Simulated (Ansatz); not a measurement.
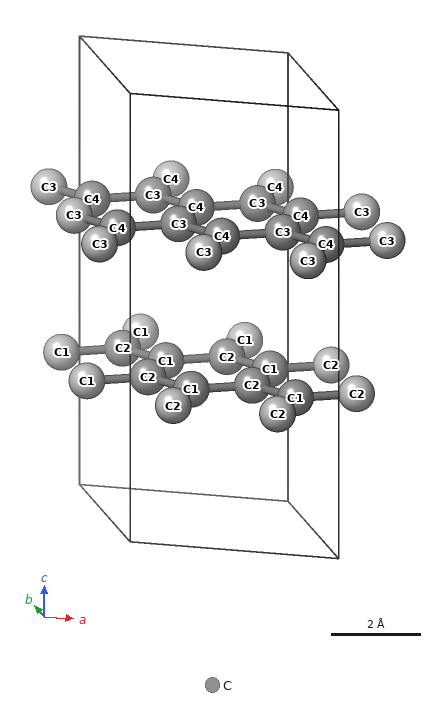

**Figure 1.** The structure as given in the input (ball-and-stick view of the 2 × 2 repeat of the cell, with the vacuum cut short, seen slightly off an axis; neighbours outside the cell are drawn fainter; atoms are numbered from 1 in the order of the input). An atom can appear more than once, as a periodic image. Near neighbours in the periodic cell (some may lie outside the picture): C has 3 C at 1.42 Å.

## Run report: C, single-point calculation

System: C (slab, 4 atoms in the cell).
Method: DFT PBE+D3(BJ), scalar-relativistic, plane waves, PAW, PAW set soft_1, no spin polarisation (Ansatz 0.2.0).

The structure derives from an entry of the Crystallography Open Database. Figures and captions count atoms from 1; the log counts them from 0 in places.

**The program's output**
```
Engine: ansatz 0.2.0, aarch64-unknown-linux-gnu
Pseudopotentials: kind: paw
Pseudopotential: C, paw, valence charge 4, recommended cutoff 420 eV (normal), [file]
Functional definition: PBE
  parameter kappa = 0.804
  parameter beta = 0.06672455060314922
  exchange = pbe_x(kappa = kappa, mu = beta*pi^2/3)
  correlation = pbe_c(beta = beta)
Crystal: 4 atoms, lattice volume = 92.137 Å³
Basis set: ecut = 420 eV, 1745 PW (Γ), exchange–correlation on 36×36×240 points (8 copies of the dense FFT grid, shifted against one another)
Bands: 12, of which v1, the nominal top of the filled ones, is band 8 counted from 1 (7 counted from 0)
Symmetry: 2 space group operations
k-points: 64 of 225 (time reversal used)
Non-local potential: C, projectors of the file, l = 0: 2, l = 1: 2, l = 2: 1
PAW form: soft (Blöchl's): semilocal exchange-correlation on the pseudo side does not see the compensation charge
PAW one-centre angular grid: C, 110 points (default); XC on 64 Gauss nodes
Initial density: superposition of atomic densities (neutral atoms: chi_scale 0, normalization atom)
Initial wavefunctions: pseudopotential atomic-orbital guess
Functional: x = pbe(κ = 0.804, μ = 0.2195149727645171), c = pbe(β = 0.06672455060314922)
SCF iter   1: F=—  HF=-1006.465781 eV  |F-HF|=—  |Δ(HF+E_count)|=         —  Δρ=7.90e-2  dr2=5.18e0  ethr=3.10e-3  p=0.000 e·Å  D=3.58e-7 V/Å  ΔV_dip=-0.00 eV  dr2_dipole=7.25e-8  V_vac-E_F(+/−)=8.26/8.26 eV  ⟨swp⟩=6.3  Hψ=5279  notcnv=0
efield: sawtooth ramp at fractional position 0.8389 (placed from the atoms, in the widest stretch of the axis that holds none; the zero of the levels goes with the place), width 0.0400; the density the first Hamiltonian is built on has a dipole p = 0.000 e·Å; the dipole correction subtracts the counter field D = 3.58e-7 V/Å, which shifts the + side's vacuum level by -0.00 eV against the − side's; the planar-averaged density in the ramp window peaks in size at 1.1e-6 e/Å³
preconditioner: auto → none  [insulator: Δε(μ)=0.229 eV  Ē_g=16.289 eV  σ=0.100 eV  W_gap=0.89  n_scr=10 (ndim 8)  ℏωp=15.5 eV  f_vac=0.563  D(μ)=0.06/eV (n_scr^D=0)  ε∞_Penn≈1.9]
SCF iter   2: F=—  HF=-1004.344326 eV  |F-HF|=—  |Δ(HF+E_count)|=    2.12e0  Δρ=2.85e-2  dr2=4.44e-1  ethr=3.10e-3  p=0.000 e·Å  D=2.67e-4 V/Å  ΔV_dip=-0.00 eV  dr2_dipole=1.02e-6  V_vac-E_F(+/−)=5.15/5.16 eV  ⟨swp⟩=3.2  Hψ=2284  notcnv=0
SCF iter   3: F=—  HF=-1004.212261 eV  |F-HF|=—  |Δ(HF+E_count)|=   1.32e-1  Δρ=5.55e-3  dr2=1.03e-2  ethr=2.77e-3  p=-0.001 e·Å  D=-1.42e-3 V/Å  ΔV_dip=0.02 eV  dr2_dipole=2.54e-5  V_vac-E_F(+/−)=4.27/4.25 eV  ⟨swp⟩=3.1  Hψ=1961  notcnv=0
SCF iter   4: F=—  HF=-1004.216491 eV  |F-HF|=—  |Δ(HF+E_count)|=   4.23e-3  Δρ=1.44e-3  dr2=1.15e-2  ethr=6.41e-5  p=0.005 e·Å  D=9.55e-3 V/Å  ΔV_dip=-0.17 eV  dr2_dipole=1.07e-3  V_vac-E_F(+/−)=4.07/4.23 eV  ⟨swp⟩=2.7  Hψ=1643  notcnv=0
SCF iter   5: F=—  HF=-1004.214102 eV  |F-HF|=—  |Δ(HF+E_count)|=   2.39e-3  Δρ=5.59e-4  dr2=3.23e-3  ethr=6.41e-5  p=-0.006 e·Å  D=-1.09e-2 V/Å  ΔV_dip=0.19 eV  dr2_dipole=1.36e-3  V_vac-E_F(+/−)=4.36/4.17 eV  ⟨swp⟩=2.5  Hψ=1358  notcnv=0
SCF iter   6: F=—  HF=-1004.213421 eV  |F-HF|=—  |Δ(HF+E_count)|=   6.81e-4  Δρ=1.39e-4  dr2=2.80e-5  ethr=2.02e-5  p=-0.000 e·Å  D=-6.60e-4 V/Å  ΔV_dip=0.01 eV  dr2_dipole=6.06e-6  V_vac-E_F(+/−)=4.28/4.27 eV  ⟨swp⟩=1.6  Hψ=857  notcnv=0
SCF iter   7: F=—  HF=-1004.213439 eV  |F-HF|=—  |Δ(HF+E_count)|=   1.79e-5  Δρ=6.16e-5  dr2=1.34e-6  ethr=1.75e-7  p=0.000 e·Å  D=4.68e-5 V/Å  ΔV_dip=-0.00 eV  dr2_dipole=4.22e-8  V_vac-E_F(+/−)=4.26/4.26 eV  ⟨swp⟩=2.6  Hψ=1486  notcnv=0
SCF iter   8: F=—  HF=-1004.213440 eV  |F-HF|=—  |Δ(HF+E_count)|=   1.80e-6  Δρ=1.99e-5  dr2=5.46e-7  ethr=8.37e-9  p=-0.000 e·Å  D=-7.23e-5 V/Å  ΔV_dip=0.00 eV  dr2_dipole=1.61e-8  V_vac-E_F(+/−)=4.26/4.26 eV  ⟨swp⟩=2.1  Hψ=1294  notcnv=0
SCF iter   9: F=-1004.213440 eV  HF=-1004.213440 eV  |F-HF|=3.89e-8  |Δ(HF+E_count)|=   1.19e-7  Δρ=4.35e-6  dr2=3.98e-8  ethr=6.25e-10  p=-0.000 e·Å  D=-1.83e-5 V/Å  ΔV_dip=0.00 eV  dr2_dipole=7.48e-9  V_vac-E_F(+/−)=4.26/4.26 eV  ⟨swp⟩=10.6  Hψ=7105  notcnv=0
SCF 1 converged in 9 iterations: F = -1004.213440 eV  dr2 = 3.98e-8
  greatest PAW one-centre occupation: 0.673 electrons in one spin orbital (limit 2), on the C atom at site 3 (counted from 0), in its partial waves of l = 0
WARN: The output density's exchange-correlation potential varies sharply where the density is thin. Do not read a vacuum level from v_tot or v_xc, or from such a field of the output density. On a cell that repeats whose density bears no net charge and no dipole along the vacuum's axis use v_es (v_loc + v_h of the components); under efield.dipole_correction with no amplitude use v_es + v_field, which holds any external_charges[].barrier, or the levels of the report's work_function block, which leave it out; under a non-zero efield.amplitude the vacuum is tilted and has no level; on a cell that repeats and bears such a dipole with no correction it is tilted too, and efield.dipole_correction with no amplitude gives each side of its ramp a level where efield: is served; in a cell that repeats whose density bears a net charge (total_charge, or a fill off its count) it is curved and has none; of a slab under crystal.periodic whose density bears no net charge use v_es, which has a level on each side, short of where the two are joined; of another it falls or rises all the way out and has none; of a slab beside external_charges read slab_vacuum_level instead, which it has where they leave it neutral. The grid or the basis barely resolves most such structure, and the values can differ between equally converged runs; as a rule a tighter scf.convergence.dr2_threshold does not remove it. Where the density itself ripples (under the LDA too) a higher basis.ecutwfc lessens it. The files hold the spikes' plane waves up to the density's cutoff. Files: v_tot_of_output_density and the like, and their columns of v_z.tsv (output.write_potential); v_xc_of_output_density and the like, and their columns of v_comp_z.tsv (output.write_potential_components). Measured: with its Gaussian average of σ = 0.25 Å subtracted twice, the exchange-correlation potential is over 0.1 eV at 1 of the grid points where the equally averaged density (valence and model cores) is under 1e-3 e/Å³, and 0.165 eV at the most among them, at an averaged density of 2.5e-7 e/Å³. The input density's (outcome.potential() and, of a run that writes arrays, v_tot and v_xc) is over 0.1 eV, so measured, at 1 points of its own thin density, 0.166 eV at the most. See output.write_potential in the manual, Limitations
SCF converged after 9 iterations
Free energy (F): -1004.213440 eV
Harris-Foulkes:  -1004.213440 eV  (|F-HF|=3.89e-8)
Internal energy: -1004.213347 eV  (E = F + TS)
E sigma→0 (E₀):  -1004.213394 eV
Entropy (-TS):   -0.000093 eV (-0.023 meV/atom)
Fermi energy:    0.064568 eV
Dipole field:    D = 0.000153 V/Å  (p = 0.000078 e·Å, saw-weighted, corrected)
Work function:   Φ+ = 4.2618 eV   Φ− = 4.2645 eV
Levels:          The Fermi level and band energies are counted from a zero that moves with the ramp; work functions are not
--- Per-component energies (eV) ---
  E_band       = -145.279001
  E_kinetic    = 353.934647
  E_local      = -5838.332748  (includes V_loc(G=0)·N_el)
  E_nonlocal   = 93.737391
  E_hartree    = 2753.976488
  E_xc         = -187.771024
  E_vxc        = -231.213773  (∫ρ·V_xc dr)
  E_paw        = -400.388651  (= ΣΔE_a)
  E_vpaw       = -31.358728  (= ΣTr[D̂ρ^β])
  E_aug_tail   = 0.000066  (compensation charges beyond the density's cutoff)
  E_efield     = 0.000000  (sawtooth field / dipole correction)
  E_vefield    = 0.000000  (∫n·V_field dr)
  E_ewald      = 2221.090888
  E_disp       = -0.460403  (pairwise vdW)
  E_smearing   = -0.000093  (= −TS)
  E_closure    = -0.000000  (closes the sum)
  Σ components = -1004.213440   (vs F -1004.213440, Δ=0.00e0)
--- Forces (eV/Å), atoms counted from 1 ---
  atom   1  C     -0.00461435    -0.00266409     0.00793268
  atom   2  C     -0.00532153    -0.00307238     0.01223326
  atom   3  C      0.00458928     0.00264962    -0.00935059
  atom   4  C      0.00534539     0.00308616    -0.01142574
  max |Σ_I F_I| component: 6.10e-4 eV/Å
--- Band table (eV; the first three rows and the last of 64) ---
  k-point 0: bands = ["-19.5049", "-19.4111", "-7.9090", "-7.1923", "-2.9721", "-2.9704", "-2.9687", "-2.9673", "3.4208", "3.8976", "4.7836", "6.4434"]
  k-point 1: bands = ["-19.3997", "-19.3065", "-7.7819", "-7.0682", "-3.3986", "-3.3911", "-3.1923", "-3.1921", "3.5622", "4.0403", "4.9262", "6.5754"]
  k-point 2: bands = ["-19.0847", "-18.9934", "-7.4027", "-6.6983", "-4.5310", "-4.5162", "-3.7566", "-3.7563", "3.9862", "4.4679", "5.3541", "6.9694"]
  k-point 63: bands = ["-14.1638", "-14.1302", "-13.1270", "-13.0986", "-6.7138", "-6.6957", "-2.3355", "-2.0857", "1.5714", "1.9096", "7.8460", "7.9779"]
```

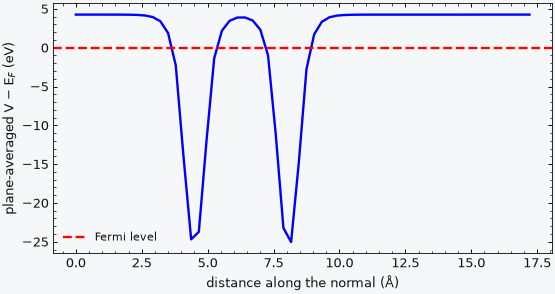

**Figure 2.** Plane average of the electrostatic potential energy of an electron across the cell, from the Fermi level. The vacuum level lies 4.26 eV above the Fermi level.

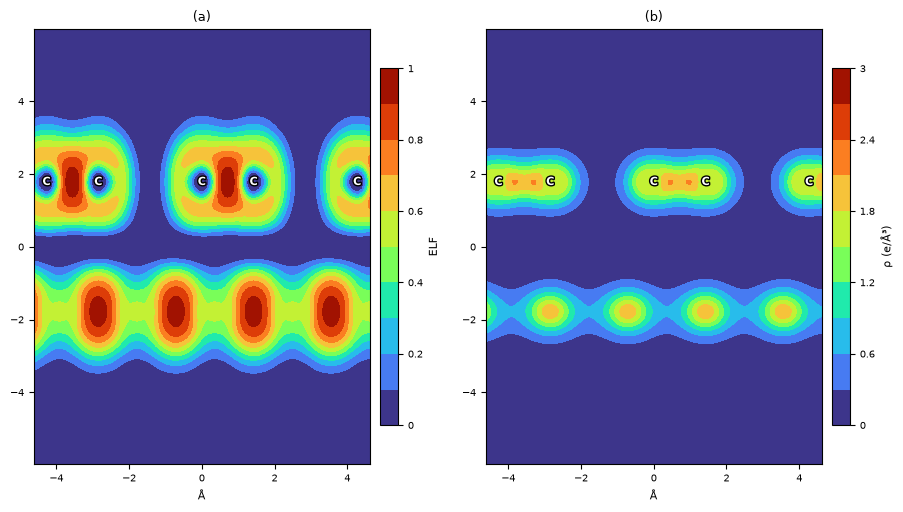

**Figure 3.** (a) electron localisation function; (b) valence charge density (pseudo) on the (110) plane of the calculation cell, a cut from vacuum to vacuum. The section cuts through C sites. C–C (1.42 Å): ρ is about 2 e/Å³ halfway, a local maximum along the line; the ELF peaks at about 0.95 between the atoms (a shared electron pair). The density dies away to nearly zero in the vacuum. Core electrons are frozen (PAW), so the fields are smoothed inside the atomic spheres.

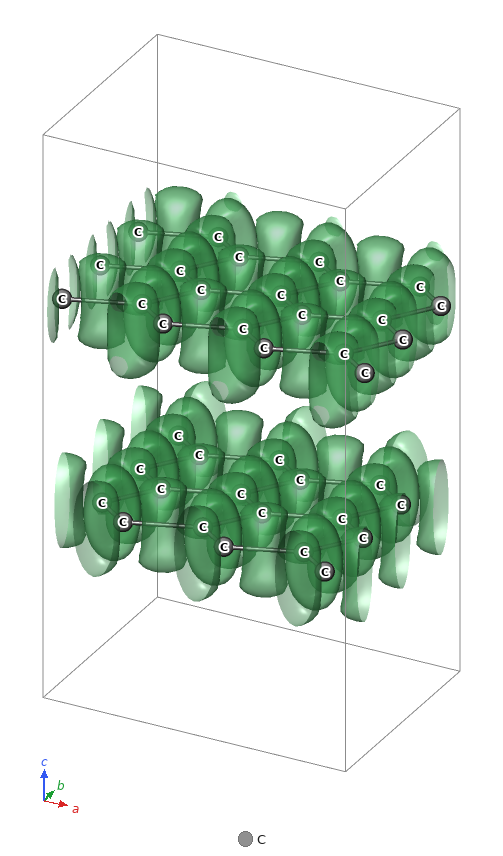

**Figure 4.** Isosurface of the electron localisation function at 0.7 (green), seen slightly off an axis. Core shells and regions of very low density are left out. Sticks mark near contacts. Along the contacts the grid gives the following. C–C (1.42 Å): the ELF peaks at about 0.95 between the atoms (localised, shared-pair bonding).

This output came from the following input.

**Input file**
```yaml
crystal:
  lattice:
    - [2.4656524409, 0.0, 0.0]
    - [-1.2328262205, 2.1353176508, 0.0]
    - [0.0, 0.0, 17.5000663883]
  atoms:
    - { symbol: C, position: [0.6666666667, 0.3333333333, 0.2571437784] }
    - { symbol: C, position: [0.3333333333, 0.6666666667, 0.2571418816] }
    - { symbol: C, position: [0.6666666667, 0.8333333333, 0.4605734749] }
    - { symbol: C, position: [1.0, 0.5, 0.4605715781] }
basis:
  ecutwfc: 420
kpoints:
  mp_grid: { grid: [15, 15, 1] }
hamiltonian:
  xc: pbe
  pseudopotentials: { kind: paw, azcp: { folder: soft_1 } }
  dispersion: d3bj
scf:
  occupations: { method: gaussian, width: 0.1 }
output:
  forces: true
  eigenvalues: true
  write_density: true
  write_potential: true
  elf: true
  volumetric_format: npy
efield:
  axis: 3
  dipole_correction: true
  ramp_width: 0.04
```

Command:
```bash
ansatz run input.yaml --threads 1 --pin off --max-ram 3072MiB --backend cpu --events-out ev --progress --plain --runs-dir out
```

**Key numbers**

| quantity | value |
| --- | --- |
| outcome | converged |
| electrons treated | 16 |
| free energy | −1004.2134 eV |
| work function, top face | 4.26 eV |
| work function, bottom face | 4.26 eV |
| Fermi energy | 0.065 eV |
| gap on the k-point mesh | 0.31 eV |
| work function (upper face) | 4.26 eV |
| largest force (length of the vector) | 0.014 eV/Å |
| hardware | 1 thread of Arm Neoverse N1, 24 GiB of memory available, shared host |
| wall time | 21 s |
| peak memory | 0.36 GiB |

**Remarks**

The program warns: the exchange-correlation potential is rough where the density is thin.
